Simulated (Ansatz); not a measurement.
System: RbBr.

```xyz
4
Lattice="5.9421 0.0000 0.0000 -2.9710 5.1460 0.0000 0.0000 0.0000 6.9565" Properties=species:S:1:pos:R:3 pbc="T T T"
Rb    0.0000    3.4307    5.2174
Rb    2.9711    1.7153    1.7391
Br    0.0000    3.4307    1.7391
Br    2.9711    1.7153    5.2174
```

Space group P6₃/mmc.

Method: DFT, PBE, PAW with Ansatz's default frozen-core files, scalar-relativistic (Ansatz).

Predict the valence pseudo-density and electron localisation function between the atoms.

Rb–Br (3.43 Å): ρ at the midpoint is about 0.08 e/Å³; the ELF is about 0.10 at the midpoint: an ionic contact with no shared pair.

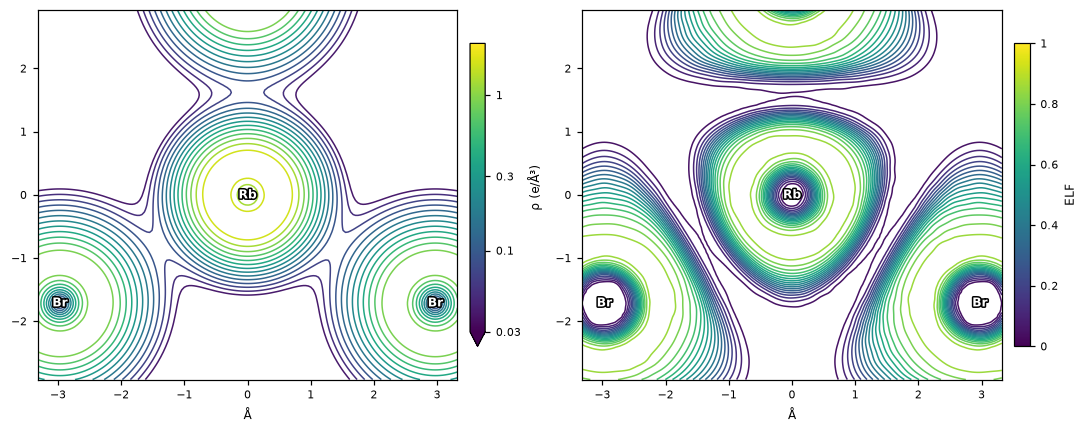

Computed valence pseudo-density and electron localisation function on the (001) plane of the conventional cell, in this order. 
